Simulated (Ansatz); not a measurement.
Cell and atoms:

```xyz
2
Lattice="2.7837 0.0000 0.0000 -1.3918 2.4107 0.0000 0.0000 0.0000 4.6289" Properties=species:S:1:pos:R:3 pbc="T T T"
Pd    1.3918    0.8036    3.4717
Pd    0.0000    1.6071    1.1572
```

### Summarise the structure in words.

The element is palladium. The space group is P6_3/mmc (No. 194); the lattice is primitive hexagonal. Type of structure: hexagonal close-packed (Mg type). The cell holds two atoms. The neighbours of Pd are twelve Pd in an anticuboctahedral arrangement at 2.78 to 2.82 Å. The bonds build a three-dimensional framework.

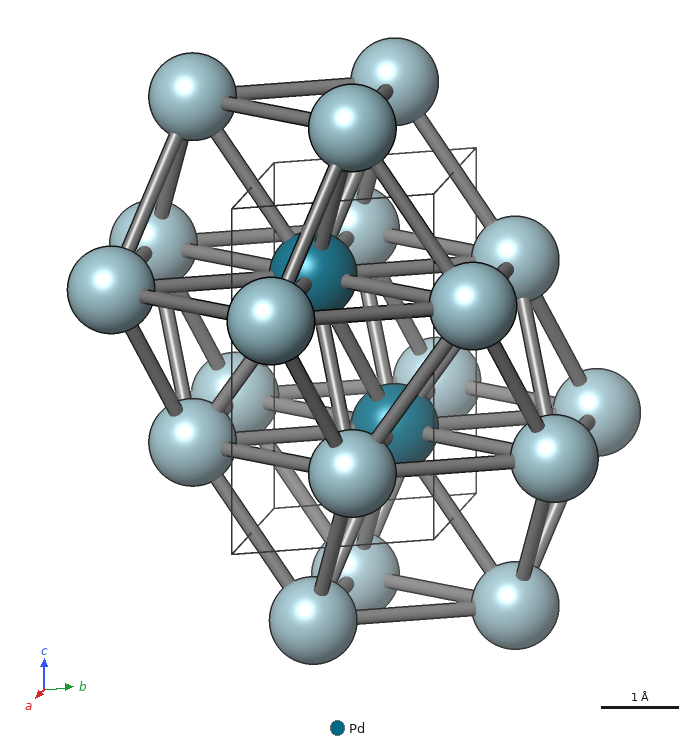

Ball-and-stick representation of a periodic structure, projected slightly off an axis. Atoms at the boundary of the conventional unit cell (the box) are drawn once for each face, edge or corner they touch. The bonded neighbours beyond the faces are included, in fainter colours. Colours: palladium blue.

Starting structure: a structure listed in the Materials Project. Earlier steps of the study, as a rule a relaxation of our own, may have changed the cell and positions, so they can lie some per cent off the listed ones. A calculation with Ansatz used it as input.
